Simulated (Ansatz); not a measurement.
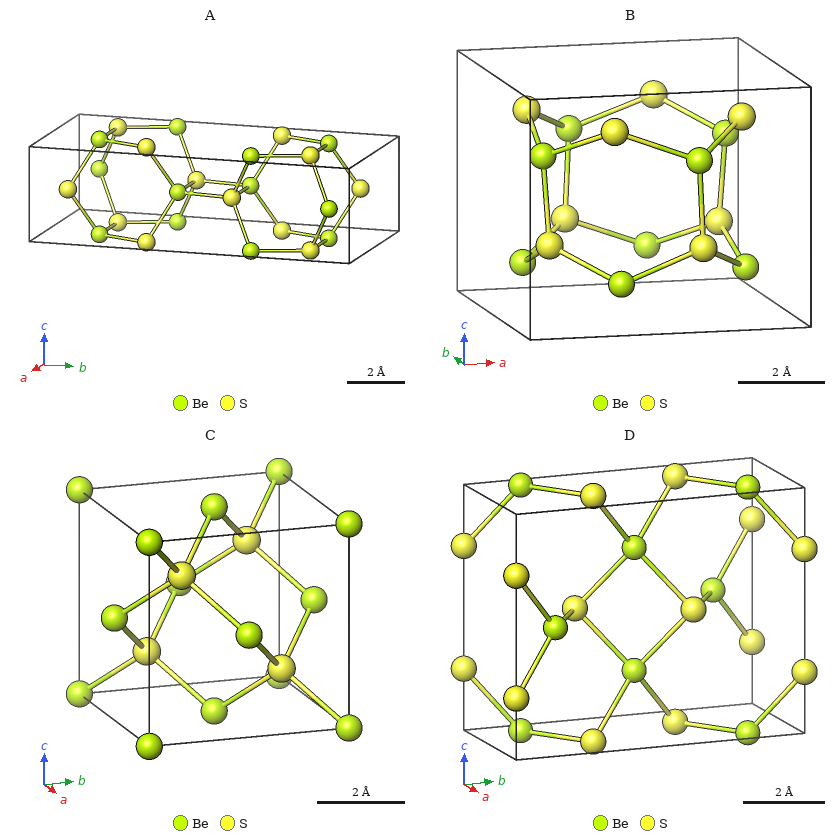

Four structures of BeS, each relaxed to rest (conventional cells in solid outline, small ones repeated, each panel with its own scale). Method: Ansatz, DFT PBE, scalar-relativistic, plane waves, PAW, without spin polarisation.

Question: Give the type and space group of each panel.

Answer: A: 16 atoms a cell on a primitive orthorhombic lattice, Pbam; B: 16 atoms a cell on a body-centred tetragonal lattice, I4cm; C: zinc blende (sphalerite type), F-43m; D: 12 atoms a cell on a primitive orthorhombic lattice, Pccm.

Question: Rank them by energy, lowest first.

Answer: C, then A (+34 meV/atom), B (+95 meV/atom) and D (+301 meV/atom), energies at zero smearing.

Question: Collect the results in a table.

Answer:
| panel | structure | E − E(lowest) (meV/atom) | volume (Å³/atom) | gap (eV) |
| --- | --- | --- | --- | --- |
| C | F-43m | 0 | 14.5 | 4.15 |
| A | Pbam | 34 | 14.8 | 3.72 |
| B | I4cm | 95 | 16.2 | 4.04 |
| D | Pccm | 301 | 14.3 | 2.53 |

Some of these may be structure types tried for this composition rather than known phases, and the most stable form need not be among them. Gaps are taken on the k-mesh or band path of each run.
